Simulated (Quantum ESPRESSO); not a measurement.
# 1T-HfS2, 2 layers, AA stacking, stepped through biaxial strain, part 2 of 6

Wanted: a table for 1T-HfS2, 2 layers, AA stacking against biaxial strain, and what can be fitted to it.

Quantum ESPRESSO 7.5; plane-wave DFT, PBE, GBRV ultrasoft pseudopotentials.

So far. Step 2 (Variable-cell relaxation of the reference):  The last row is no step: it is a fresh SCF in the final cell with a new plane-wave basis, -1 meV from the row before.

## Step 3: Relaxing the ions, -4 %

Level of this step: plane-wave DFT, PBE-D3(BJ), GBRV ultrasoft pseudopotentials (Quantum ESPRESSO).

Input file m0.relax.in:

```
&control
  prefix = 'm0.relax'
  outdir = './out'
  pseudo_dir = './pseudo'
  nstep = 40
  forc_conv_thr = 0.0003
  calculation = 'relax'
  tstress = .true.
/
&system
  ibrav = 0
  nat = 6
  ntyp = 2
  ecutwfc = 50
  ecutrho = 250
  vdw_corr = 'grimme-d3'
  dftd3_version = 4
  occupations = 'smearing'
  smearing = 'fd'
  degauss = 0.002
/
&electrons
  conv_thr = 1e-09
  mixing_beta = 0.4
  electron_maxstep = 120
  mixing_mode = 'plain'
/
&ions
/
ATOMIC_SPECIES
  S   32.0600  s_pbe_v1.4.uspp.F.UPF
  Hf  178.4900  hf_pbe_v1.uspp.F.UPF
CELL_PARAMETERS angstrom
  3.47186333664000 0.00000000000000 0.00000000000000
  -1.73593166880000 3.00672184800000 0.00000000000000
  0.00000000000000 0.00000000000000 24.62431838100000
ATOMIC_POSITIONS crystal
  S   0.666666666700 0.333333333300 0.322981570700
  Hf  0.000000000000 0.000000000000 0.382025112400
  S   0.333333333300 0.666666666700 0.440948283700
  S   0.666666666700 0.333333333300 0.559051716300
  Hf  0.000000000000 0.000000000000 0.617974887600
  S   0.333333333300 0.666666666700 0.677018429300
K_POINTS automatic
  12 12 1 0 0 0
```

Command:

```console
$ OMP_NUM_THREADS=1 mpirun -n 4 pw.x -nk 4 -in m0.relax.in > m0.relax.out
```

Output:

```text
[banner, memory and clock lines left out]
Program PWSCF v.7.5 starts
[citation notice left out]

[...]
Message from routine setup:
[...]
bravais-lattice index     =            0
     lattice parameter (alat)  =       6.5609  a.u.
     unit-cell volume          =    1734.6693 (a.u.)^3
     number of atoms/cell      =            6
     number of atomic types    =            2
     number of electrons       =        48.00
     number of Kohn-Sham states=           29
     kinetic-energy cutoff     =      50.0000  Ry
     charge density cutoff     =     250.0000  Ry
     scf convergence threshold =      1.0E-09
     mixing beta               =       0.4000
     number of iterations used =            8  plain     mixing
     energy convergence thresh.=      1.0E-04
     force convergence thresh. =      3.0E-04
     Exchange-correlation= SLA  PW   PBE  PBE
                           (   1   4   3   4   0   0   0)
     nstep                     =           40

[...]
PseudoPot. # 1 for S  read from file:
     ./pseudo/s_pbe_v1.4.uspp.F.UPF
     Pseudo is Ultrasoft + core correction, Zval =  6.0
     Generated by new atomic code, or converted to UPF format
     Using radial grid of  907 points,  6 beta functions with:
                l(1) =   0
                l(2) =   0
                l(3) =   1
                l(4) =   1
                l(5) =   2
                l(6) =   2
     Q(r) pseudized with  8 coefficients,  rinner =    1.300   1.300   1.300
                                                       1.300   1.300

     PseudoPot. # 2 for Hf read from file:
     ./pseudo/hf_pbe_v1.uspp.F.UPF
     Pseudo is Ultrasoft + core correction, Zval = 12.0
     Generated by new atomic code, or converted to UPF format
     Using radial grid of  921 points,  8 beta functions with:
                l(1) =   0
                l(2) =   0
                l(3) =   0
                l(4) =   1
                l(5) =   1
                l(6) =   2
                l(7) =   2
                l(8) =   3
     Q(r) pseudized with  6 coefficients,  rinner =    1.200   1.200   1.200
                                                       1.200   1.200   1.200
                                                       1.200

     atomic species   valence    mass     pseudopotential
     S                 6.00    32.06000     S ( 1.00)
     Hf               12.00   178.49000     Hf( 1.00)

     12 Sym. Ops., with inversion, found

[...]
number of k points=    19  Fermi-Dirac smearing, width (Ry)=  0.0020
[...]
Dense  grid:   116071 G-vectors     FFT dimensions: (  36,  36, 240)

     Smooth grid:    82907 G-vectors     FFT dimensions: (  30,  30, 216)

     Check: negative core charge=   -0.000006

     Initial potential from superposition of free atoms

     starting charge      43.9998, renormalised to      48.0000

     negative rho (up, down):  2.382E-01 0.000E+00
     Starting wfcs are   42 randomized atomic wfcs

     per-process dynamical memory:   114.3 Mb

     Self-consistent Calculation

     iteration #  1     ecut=    50.00 Ry     beta= 0.40
     Davidson diagonalization with overlap
     ethr =  1.00E-02,  avg # of iterations =  3.8

     negative rho (up, down):  2.303E-01 0.000E+00

     total energy              =    -414.99042041 Ry
     estimated scf accuracy    <       1.95312587 Ry

     iteration #  2     ecut=    50.00 Ry     beta= 0.40
[...]
negative rho (up, down):  2.289E-01 0.000E+00

[...]
total energy              =    -415.03349462 Ry
     estimated scf accuracy    <       0.37168813 Ry

     iteration #  3     ecut=    50.00 Ry     beta= 0.40
[...]
negative rho (up, down):  2.302E-01 0.000E+00

[...]
total energy              =    -415.09898071 Ry
     estimated scf accuracy    <       0.04154106 Ry

     iteration #  4     ecut=    50.00 Ry     beta= 0.40
[...]
negative rho (up, down):  2.324E-01 0.000E+00

[...]
total energy              =    -415.10912829 Ry
     estimated scf accuracy    <       0.01391920 Ry

     iteration #  5     ecut=    50.00 Ry     beta= 0.40
[...]
negative rho (up, down):  2.326E-01 0.000E+00

[...]
total energy              =    -415.11288610 Ry
     estimated scf accuracy    <       0.01018940 Ry

     iteration #  6     ecut=    50.00 Ry     beta= 0.40
[...]
negative rho (up, down):  2.327E-01 0.000E+00

[...]
total energy              =    -415.11173415 Ry
     estimated scf accuracy    <       0.00287132 Ry

[...]
iteration # 11     ecut=    50.00 Ry     beta= 0.40
[...]
negative rho (up, down):  2.333E-01 0.000E+00

[...]
total energy              =    -415.11281116 Ry
     estimated scf accuracy    <       0.00000005 Ry

     iteration # 12     ecut=    50.00 Ry     beta= 0.40
[...]
negative rho (up, down):  2.333E-01 0.000E+00

[...]
total energy              =    -415.11281118 Ry
     estimated scf accuracy    <          5.5E-09 Ry

     iteration # 13     ecut=    50.00 Ry     beta= 0.40
[...]
negative rho (up, down):  2.333E-01 0.000E+00

[...]
total energy              =    -415.11281118 Ry
     estimated scf accuracy    <          5.0E-09 Ry

     iteration # 14     ecut=    50.00 Ry     beta= 0.40
[...]
negative rho (up, down):  2.333E-01 0.000E+00

[...]
End of self-consistent calculation

          k = 0.0000 0.0000 0.0000 ( 10455 PWs)   bands (ev):

   -60.7678 -60.7678 -29.5386 -29.5384 -29.3739 -29.3739 -29.3739 -29.3739
   -12.6784 -12.5246 -11.1267 -10.8804  -4.2053  -3.5363  -1.9610  -1.9610
    -1.9384  -1.9384  -0.8817   0.1542   0.8357   0.8357   0.9134   0.9134
     2.9006   2.9006   2.9258   2.9258   3.4097

          k = 0.0000 0.0962 0.0000 ( 10413 PWs)   bands (ev):

   -60.7669 -60.7669 -29.5341 -29.5339 -29.3963 -29.3962 -29.3788 -29.3788
   -12.5801 -12.4260 -11.1251 -10.8898  -4.0971  -3.4409  -2.2722  -2.1409
    -1.9165  -1.8883  -0.5514   0.1771   0.3099   0.3627   0.5857   0.6767
     2.9175   2.9339   3.2041   3.2289   3.5682

[...]
the Fermi energy is     1.3016 ev

!    total energy              =    -415.11281118 Ry
     estimated scf accuracy    <          1.4E-10 Ry
     smearing contrib. (-TS)   =      -0.00000000 Ry
     internal energy E=F+TS    =    -415.11281118 Ry

     The total energy is F=E-TS. E is the sum of the following terms:
     one-electron contribution =   -1980.99489523 Ry
     hartree contribution      =     995.02173500 Ry
     xc contribution           =    -185.70159253 Ry
     ewald contribution        =     756.69217309 Ry
     DFT-D3 Dispersion         =      -0.13023151 Ry

     convergence has been achieved in  14 iterations

     negative rho (up, down):  2.333E-01 0.000E+00

     Forces acting on atoms (cartesian axes, Ry/au):

     atom    1 type  1   force =    -0.00000000   -0.00000000   -0.03577634
     atom    2 type  2   force =     0.00000000    0.00000000    0.00040169
     atom    3 type  1   force =     0.00000000    0.00000000    0.03602794
     atom    4 type  1   force =     0.00000000    0.00000000   -0.03602794
     atom    5 type  2   force =    -0.00000000   -0.00000000   -0.00040169
     atom    6 type  1   force =     0.00000000    0.00000000    0.03577634

     Total force =     0.071807     Total SCF correction =     0.000043

     Computing stress (Cartesian axis) and pressure

     negative rho (up, down):  2.333E-01 0.000E+00
          total   stress  (Ry/bohr**3)                   (kbar)     P=       48.34
   0.00037910   0.00000000  -0.00000000           55.77        0.00       -0.00
   0.00000000   0.00037910  -0.00000000            0.00       55.77       -0.00
   0.00000000   0.00000000   0.00022769            0.00        0.00       33.49

     BFGS Geometry Optimization
     Energy error            =      5.2E-03 Ry
     Gradient error          =      3.6E-02 Ry/Bohr

     number of scf cycles    =   1
     number of bfgs steps    =   0

     energy             new  =    -415.1128111816 Ry

     new trust radius        =       0.0360279399 bohr
     new conv_thr            =       0.0000000010 Ry

ATOMIC_POSITIONS (crystal)
S                0.6666666667        0.3333333333        0.3222127363
Hf               0.0000000000        0.0000000000        0.3820337448
S                0.3333333333        0.6666666667        0.4417225250
S                0.6666666667        0.3333333333        0.5582774750
Hf              -0.0000000000       -0.0000000000        0.6179662552
S                0.3333333333        0.6666666667        0.6777872637

[...]
NEW-OLD atomic charge density approx. for the potential

     Check: negative core charge=   -0.000006

     negative rho (up, down):  2.333E-01 0.000E+00

     per-process dynamical memory:   130.2 Mb

[...]
!    total energy              =    -415.11716734 Ry
[...]
Total force =     0.049583     Total SCF correction =     0.000046
[...]
number of bfgs steps    =   1
[...]
energy             new  =    -415.1171673441 Ry
[...]
new trust radius        =       0.0396307339 bohr
[...]
!    total energy              =    -415.12013239 Ry
[...]
Total force =     0.025596     Total SCF correction =     0.000003
[...]
number of bfgs steps    =   2
[...]
energy             new  =    -415.1201323925 Ry
[...]
new trust radius        =       0.0428296377 bohr
[...]
!    total energy              =    -415.12123077 Ry
[...]
Total force =     0.001461     Total SCF correction =     0.000053
[...]
number of bfgs steps    =   3
[...]
energy             new  =    -415.1212307715 Ry
[...]
new trust radius        =       0.0015730175 bohr
[...]
!    total energy              =    -415.12123320 Ry
[...]
Total force =     0.001333     Total SCF correction =     0.000009
[...]
number of bfgs steps    =   4
[...]
energy             new  =    -415.1212331987 Ry
[...]
new trust radius        =       0.0017303193 bohr
[...]
!    total energy              =    -415.12123624 Ry
[...]
Total force =     0.001390     Total SCF correction =     0.000005
[...]
number of bfgs steps    =   5
[...]
energy             new  =    -415.1212362354 Ry
[...]
new trust radius        =       0.0025954789 bohr
[...]
!    total energy              =    -415.12126139 Ry
[...]
Total force =     0.002078     Total SCF correction =     0.000015
[...]
number of bfgs steps    =   8
[...]
energy             new  =    -415.1212613908 Ry
[...]
new trust radius        =       0.0087597413 bohr
[...]
Self-consistent Calculation

     iteration #  1     ecut=    50.00 Ry     beta= 0.40
     Davidson diagonalization with overlap
     ethr =  1.00E-06,  avg # of iterations =  6.0

     negative rho (up, down):  2.334E-01 0.000E+00

     total energy              =    -415.12048745 Ry
     estimated scf accuracy    <       0.00158143 Ry

[...]
iteration # 13     ecut=    50.00 Ry
```

Elapsed: 14 min, on 4 MPI ranks of Arm Neoverse V1, shared host; peak memory 1.3 GiB.

The steps of the relaxation:

```tsv
step	energy less that of the first step (eV)	largest force (eV/Å)
1	0.0000	0.9263
2	-0.0593	0.6397
3	-0.0996	0.3370
4	-0.1146	0.0209
5	-0.1146	0.0143
6	-0.1146	0.0194
7	-0.1147	0.0248
8	-0.1148	0.0304
9	-0.1150	0.0358
10	-0.1152	0.0407
11	-0.1155	0.0440
12	-0.1159	0.0425
13	-0.1162	0.0306
14	-0.1163	0.0203
15	-0.1163	0.0010
```

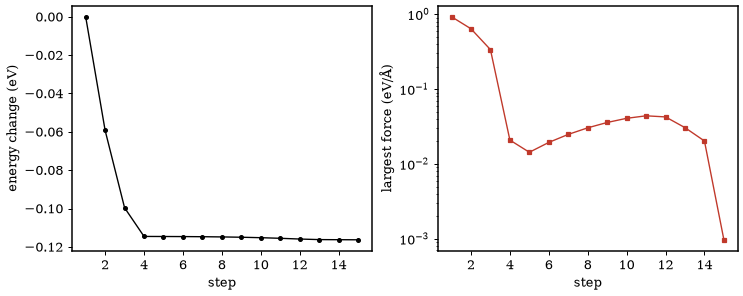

Energy and largest force along the relaxation.

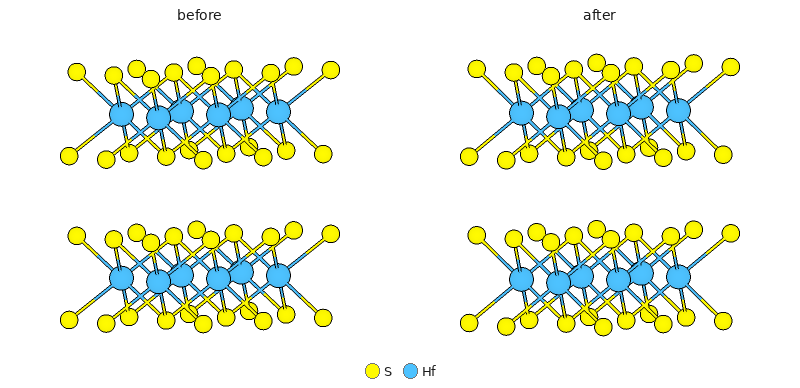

The structure before and after the relaxation, drawn at the same scale.

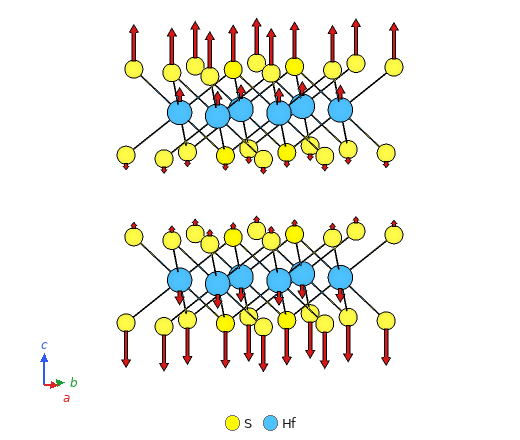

Displacements in the relaxation, exaggerated; the longest in the cell stands for 0.11 Å. 1×2×1 cells are drawn. Some periodic images of atoms are drawn too.

The atoms that moved most (Å):

```tsv
atom	dx	dy	dz	length
S1	0.000	0.000	-0.107	0.107
S6	0.000	0.000	0.107	0.107
Hf5	0.000	0.000	0.043	0.043
Hf2	0.000	0.000	-0.043	0.043
S3	0.000	0.000	0.021	0.021
S4	0.000	0.000	-0.021	0.021
```

Final coordinates:

```cif
data_structure
_symmetry_space_group_name_H-M 'P 1'
_symmetry_Int_Tables_number 1
_cell_length_a 3.4719
_cell_length_b 3.4719
_cell_length_c 24.6243
_cell_angle_alpha 90.000
_cell_angle_beta 90.000
_cell_angle_gamma 120.000
_cell_volume 257.05
loop_
_atom_site_label
_atom_site_type_symbol
_atom_site_fract_x
_atom_site_fract_y
_atom_site_fract_z
_atom_site_occupancy
S1 S 0.66667 0.33333 0.31863 1
Hf2 Hf 0.00000 0.00000 0.38028 1
S3 S 0.33333 0.66667 0.44181 1
S4 S 0.66667 0.33333 0.55819 1
Hf5 Hf 0.00000 0.00000 0.61972 1
S6 S 0.33333 0.66667 0.68137 1
```

The relaxation lowers the energy by 19 meV an atom.

Numbers from this step:

```
free energy  : -5648.0138 eV
Fermi energy : 1.283 eV
```

## Step 4: SCF with pw.x, -4 %

The self-consistent run of this member.

Level of this step: plane-wave DFT, PBE, GBRV ultrasoft pseudopotentials (Quantum ESPRESSO 7.5).

Input file m0.scf.in:

```
&control
  prefix = 'm0.scf'
  outdir = './out'
  pseudo_dir = './pseudo'
  calculation = 'scf'
  tprnfor = .true.
/
&system
  ibrav = 0
  nat = 6
  ntyp = 2
  ecutwfc = 40
  ecutrho = 200
  occupations = 'smearing'
  smearing = 'fd'
  degauss = 0.002
  nbnd = 28
/
&electrons
  conv_thr = 1e-09
  mixing_beta = 0.4
  electron_maxstep = 120
  mixing_mode = 'plain'
/
ATOMIC_SPECIES
  S   32.0600  s_pbe_v1.4.uspp.F.UPF
  Hf  178.4900  hf_pbe_v1.uspp.F.UPF
CELL_PARAMETERS angstrom
  3.47186333664000 0.00000000000000 0.00000000000000
  -1.73593166880000 3.00672184800000 0.00000000000000
  0.00000000000000 0.00000000000000 24.62431838100000
ATOMIC_POSITIONS crystal
  S   0.666666666700 0.333333333300 0.318629599000
  Hf  0.000000000000 0.000000000000 0.380282206000
  S   0.333333333300 0.666666666700 0.441808372600
  S   0.666666666700 0.333333333300 0.558191627400
  Hf  0.000000000000 0.000000000000 0.619717794000
  S   0.333333333300 0.666666666700 0.681370401000
K_POINTS automatic
  12 12 1 0 0 0
```

Command:

```console
$ OMP_NUM_THREADS=1 mpirun -n 4 pw.x -nk 4 -in m0.scf.in > m0.scf.out
```

Output:

```text
[banner, memory and clock lines left out]
Program PWSCF v.7.5 starts
[citation notice left out]

[...]
Message from routine setup:
[...]
bravais-lattice index     =            0
     lattice parameter (alat)  =       6.5609  a.u.
     unit-cell volume          =    1734.6693 (a.u.)^3
     number of atoms/cell      =            6
     number of atomic types    =            2
     number of electrons       =        48.00
     number of Kohn-Sham states=           28
     kinetic-energy cutoff     =      40.0000  Ry
     charge density cutoff     =     200.0000  Ry
     scf convergence threshold =      1.0E-09
     mixing beta               =       0.4000
     number of iterations used =            8  plain     mixing
     Exchange-correlation= SLA  PW   PBE  PBE
                           (   1   4   3   4   0   0   0)

[...]
PseudoPot. # 1 for S  read from file:
     ./pseudo/s_pbe_v1.4.uspp.F.UPF
     Pseudo is Ultrasoft + core correction, Zval =  6.0
     Generated by new atomic code, or converted to UPF format
     Using radial grid of  907 points,  6 beta functions with:
                l(1) =   0
                l(2) =   0
                l(3) =   1
                l(4) =   1
                l(5) =   2
                l(6) =   2
     Q(r) pseudized with  8 coefficients,  rinner =    1.300   1.300   1.300
                                                       1.300   1.300

     PseudoPot. # 2 for Hf read from file:
     ./pseudo/hf_pbe_v1.uspp.F.UPF
     Pseudo is Ultrasoft + core correction, Zval = 12.0
     Generated by new atomic code, or converted to UPF format
     Using radial grid of  921 points,  8 beta functions with:
                l(1) =   0
                l(2) =   0
                l(3) =   0
                l(4) =   1
                l(5) =   1
                l(6) =   2
                l(7) =   2
                l(8) =   3
     Q(r) pseudized with  6 coefficients,  rinner =    1.200   1.200   1.200
                                                       1.200   1.200   1.200
                                                       1.200

     atomic species   valence    mass     pseudopotential
     S                 6.00    32.06000     S ( 1.00)
     Hf               12.00   178.49000     Hf( 1.00)

     12 Sym. Ops., with inversion, found

[...]
number of k points=    19  Fermi-Dirac smearing, width (Ry)=  0.0020
[...]
Dense  grid:    82907 G-vectors     FFT dimensions: (  30,  30, 216)

     Smooth grid:    59293 G-vectors     FFT dimensions: (  27,  27, 192)

     Check: negative core charge=   -0.000016

     Initial potential from superposition of free atoms

     starting charge      43.9998, renormalised to      48.0000

     negative rho (up, down):  2.262E-01 0.000E+00
     Starting wfcs are   42 randomized atomic wfcs

     per-process dynamical memory:    78.6 Mb

     Self-consistent Calculation

     iteration #  1     ecut=    40.00 Ry     beta= 0.40
     Davidson diagonalization with overlap
     ethr =  1.00E-02,  avg # of iterations =  3.2

     negative rho (up, down):  2.184E-01 0.000E+00

     total energy              =    -414.88812896 Ry
     estimated scf accuracy    <       1.94314801 Ry

     iteration #  2     ecut=    40.00 Ry     beta= 0.40
[...]
negative rho (up, down):  2.171E-01 0.000E+00

[...]
total energy              =    -414.90691632 Ry
     estimated scf accuracy    <       0.38666893 Ry

     iteration #  3     ecut=    40.00 Ry     beta= 0.40
[...]
negative rho (up, down):  2.183E-01 0.000E+00

[...]
total energy              =    -414.97645831 Ry
     estimated scf accuracy    <       0.04924114 Ry

     iteration #  4     ecut=    40.00 Ry     beta= 0.40
[...]
negative rho (up, down):  2.198E-01 0.000E+00

[...]
total energy              =    -414.98705556 Ry
     estimated scf accuracy    <       0.01714144 Ry

     iteration #  5     ecut=    40.00 Ry     beta= 0.40
[...]
negative rho (up, down):  2.201E-01 0.000E+00

[...]
total energy              =    -414.99139871 Ry
     estimated scf accuracy    <       0.01647067 Ry

     iteration #  6     ecut=    40.00 Ry     beta= 0.40
[...]
negative rho (up, down):  2.200E-01 0.000E+00

[...]
total energy              =    -414.99005242 Ry
     estimated scf accuracy    <       0.00433737 Ry

[...]
iteration # 11     ecut=    40.00 Ry     beta= 0.40
[...]
negative rho (up, down):  2.205E-01 0.000E+00

[...]
total energy              =    -414.99155036 Ry
     estimated scf accuracy    <       0.00000022 Ry

     iteration # 12     ecut=    40.00 Ry     beta= 0.40
[...]
negative rho (up, down):  2.205E-01 0.000E+00

[...]
total energy              =    -414.99155038 Ry
     estimated scf accuracy    <       0.00000003 Ry

     iteration # 13     ecut=    40.00 Ry     beta= 0.40
[...]
negative rho (up, down):  2.205E-01 0.000E+00

[...]
total energy              =    -414.99155039 Ry
     estimated scf accuracy    <       0.00000001 Ry

     iteration # 14     ecut=    40.00 Ry     beta= 0.40
[...]
negative rho (up, down):  2.205E-01 0.000E+00

[...]
End of self-consistent calculation

          k = 0.0000 0.0000 0.0000 (  7497 PWs)   bands (ev):

   -60.9026 -60.9026 -29.6191 -29.6188 -29.4749 -29.4749 -29.4749 -29.4749
   -12.5120 -12.3380 -11.1428 -10.8867  -4.1738  -3.4954  -1.6384  -1.6384
    -1.6122  -1.6122  -0.9513   0.1107   0.9089   0.9089   0.9933   0.9933
     2.9640   2.9640   2.9879   2.9879

          k = 0.0000 0.0962 0.0000 (  7491 PWs)   bands (ev):

   -60.9018 -60.9018 -29.6149 -29.6145 -29.4960 -29.4959 -29.4796 -29.4796
   -12.4186 -12.2444 -11.1331 -10.8877  -4.0639  -3.3976  -2.0175  -1.8465
    -1.6008  -1.5681  -0.5796   0.1789   0.3702   0.4145   0.6720   0.7698
     2.9346   2.9490   3.2448   3.2667

[...]
the Fermi energy is     1.2788 ev

!    total energy              =    -414.99155039 Ry
     estimated scf accuracy    <          9.5E-10 Ry
     smearing contrib. (-TS)   =      -0.00000004 Ry
     internal energy E=F+TS    =    -414.99155035 Ry

     The total energy is F=E-TS. E is the sum of the following terms:
     one-electron contribution =   -1926.93979859 Ry
     hartree contribution      =     967.93373070 Ry
     xc contribution           =    -185.53564894 Ry
     ewald contribution        =     729.55016648 Ry

     convergence has been achieved in  14 iterations

     negative rho (up, down):  2.205E-01 0.000E+00

     Forces acting on atoms (cartesian axes, Ry/au):

     atom    1 type  1   force =    -0.00000000   -0.00000000   -0.00348196
     atom    2 type  2   force =     0.00000000    0.00000000   -0.00305536
     atom    3 type  1   force =     0.00000000    0.00000000   -0.00084447
     atom    4 type  1   force =     0.00000000    0.00000000    0.00084447
     atom    5 type  2   force =    -0.00000000   -0.00000000    0.00305536
     atom    6 type  1   force =     0.00000000   -0.00000000    0.00348196

     Total force =     0.006659     Total SCF correction =     0.000116

[...]
```

Wall time 45 s (4 MPI ranks); peak memory 0.9 GiB; 3 min of CPU time.

Read from the output:

* free energy: -5646.2477 eV
* Fermi energy: 1.279 eV
* valence top, on the run's zero: 0.9933 eV
* conduction bottom, on the run's zero: 1.578 eV
* gap by band count: 0.5850 eV

(Part 2 of 6 ends here.)

[Logs are printed without paths, hosts, clocks, repeated set-up lines and the standing remarks that a program may print on its own settings, such as how far it seeks lower states.]

[Hosts, paths, dates, database ids (printed as entryN), source tags and the programs' standing remarks are cut or masked in the printed files.]

[Maps of the electrostatic potential energy from Ansatz leave out the sawtooth potential of an applied field or a dipole correction, so their vacuum need not be flat; planar profiles and work functions include it.]
